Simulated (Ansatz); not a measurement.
Consider SnGe2.

```xyz
3
Lattice="4.6145 0.0000 0.0000 -2.3072 3.9963 0.0000 0.0000 0.0000 3.7766" Properties=species:S:1:pos:R:3 pbc="T T T"
Sn    0.0000    0.0000    0.0000
Ge    0.0000    2.6642    1.8883
Ge    2.3073    1.3321    1.8883
```

Space group P6/mmm; a structure generated by program, which may or may not match a known phase.

Theory: DFT PBE, scalar-relativistic, plane waves, PAW (Ansatz 0.2.0).

> Predict the valence pseudo-density and electron localisation function between the atoms.

Sn–Ge (3.27 Å): ρ is about 0.15 e/Å³ halfway; the ELF is about 0.30 at the midpoint (no localised pair shows between them).

> Does the calculation give a band gap?

It is gapless in this calculation (a metal or semimetal).

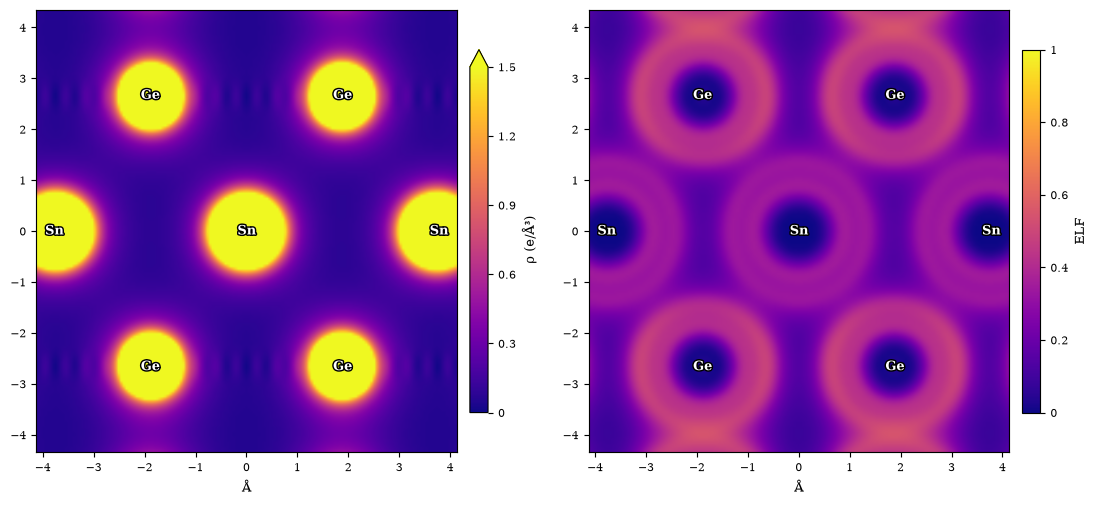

Computed valence pseudo-density and electron localisation function on the (110) plane of the conventional cell, in this order. 

Core electrons are frozen (PAW), and the valence fields are smoothed inside the atomic spheres.
